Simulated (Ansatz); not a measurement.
W: space group R-3m (No. 166), a = 2.760 Å, b = 2.760 Å, c = 21.845 Å, α = 90.00°, β = 90.00°, γ = 120.00°. Source: coordinates from a relaxation with DFT PBEsol, scalar-relativistic, plane waves, PAW (Ansatz 0.2.0); the starting structure was generated, so it need not be a known form of this composition. Forms under 0.4 % of the area are left out.

> What shape follows from the Bravais–Friedel–Donnay–Harker rule?

The forms computed, by share of the surface:

```
 form  faces  d (Å)  share of area (%)
{003}      2  7.282               58.9
{101}      6  2.376               27.6
{012}      6  2.335               13.5
```

The crystal is plate-like. Widths along a, b and c stand as 1.00 : 1.00 : 0.28.

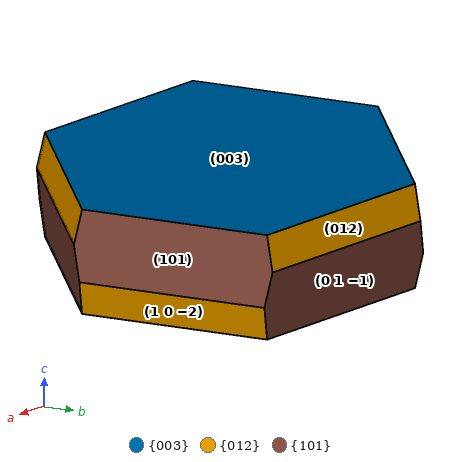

The computed shape, faces indexed. The rule is geometric and ignores bonding and growth conditions.
